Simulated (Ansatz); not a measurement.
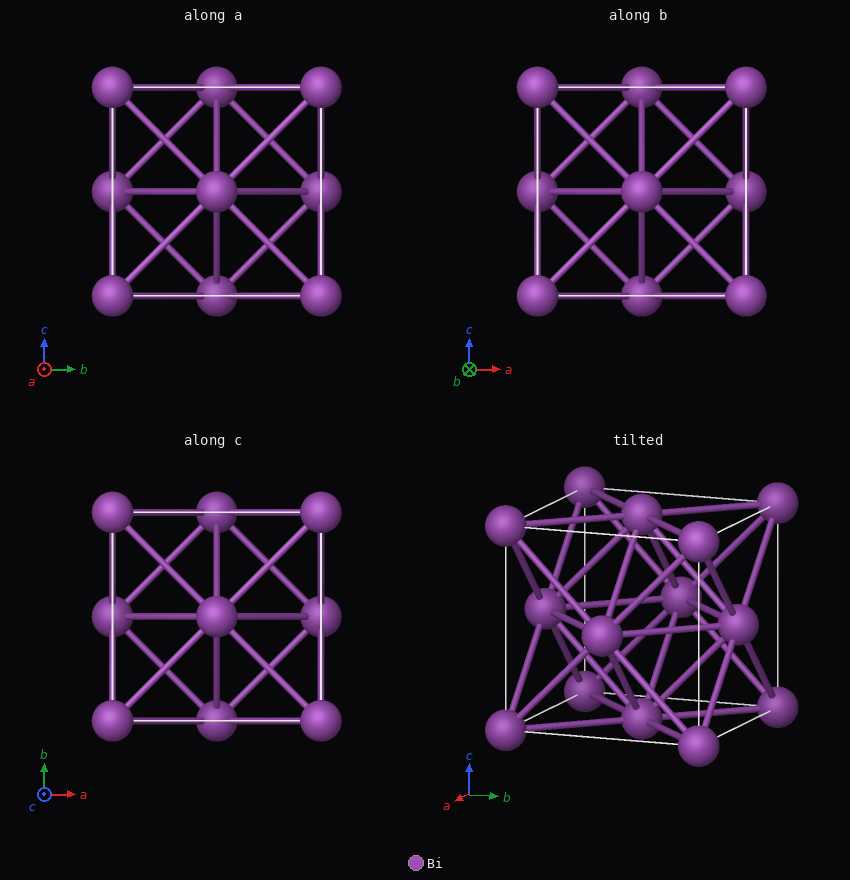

Ball-and-stick drawing of the structure, looking along the a axis, along the b axis, along the c axis and slightly off an axis. Lines trace the edges of the conventional unit cell.

Lattice parameters: a = 5.157 Å, b = 5.157 Å, c = 5.157 Å, α = 90.00°, β = 90.00°, γ = 90.00°. Put a along x and b in the xy plane.

Convert the drawing into a POSCAR file.

Answer.
```
Bi
1.0
     5.157    0.000    0.000
     0.000    5.157    0.000
     0.000    0.000    5.157
Bi
4
Direct
  0.0000 0.0000 0.0000
  0.0000 0.5000 0.5000
  0.5000 0.0000 0.5000
  0.5000 0.5000 0.0000
```

Origin of the cell: a structure type filled with this element by a generator (whether the element takes this form wasn't checked). Earlier steps of the study may have refined or changed the cell and positions. It was run through Ansatz as a DFT input.
